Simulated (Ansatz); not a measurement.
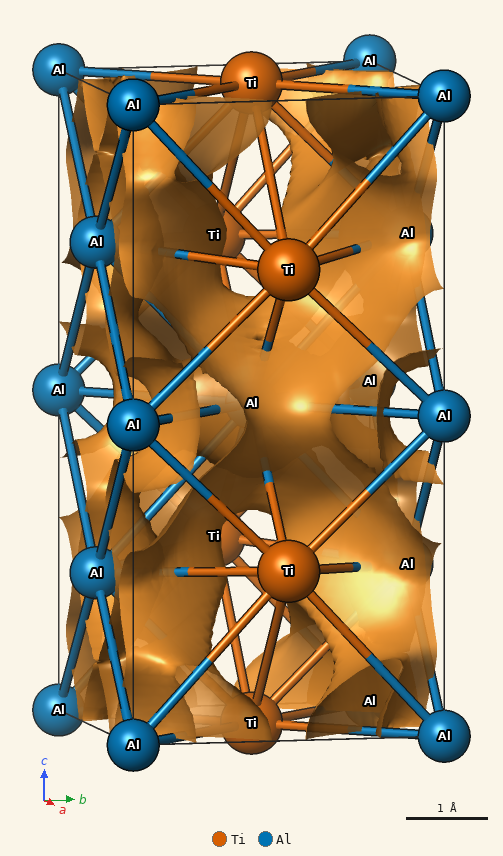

Ti3Al5. Isosurface of the electron localisation function at 0.55 (orange), seen slightly off an axis. Core shells and regions of very low density are left out. Sticks mark near contacts.

Space group Pmmm; a structure from a database of computed crystals, not necessarily the ambient phase; computed without spin polarisation.

These are results of DFT PBEsol, scalar-relativistic, plane waves, PAW in Ansatz 0.2.0, not measurements.

Core electrons are frozen (PAW), and the valence fields are smoothed inside the atomic spheres.

```
Ti Al
1.0
     3.87439    0.00000    0.00000
     0.00000    3.98956    0.00000
     0.00000    0.00000    8.02979
Ti Al
3 5
Direct
  0.00000 0.50000 0.26457
  0.00000 0.50000 0.73543
  0.50000 0.50000 0.00000
  0.00000 0.00000 0.00000
  0.00000 0.00000 0.50000
  0.50000 0.50000 0.50000
  0.50000 0.00000 0.24188
  0.50000 0.00000 0.75812
```

Q: Where are the electrons localised?

A: The ELF exceeds this value in one network that runs through the whole crystal, counted in one cell of 8 atoms. Regions shared between cells count once. Profiles from the grid: Ti–Al (2.71 Å): the ELF is about 0.35 at the midpoint. Al–Al (2.74 Å): the ELF peaks at about 0.70 between the atoms.

Q: Does the calculation give a band gap?

A: It is metallic or semimetallic at this level of theory: no gap opens.
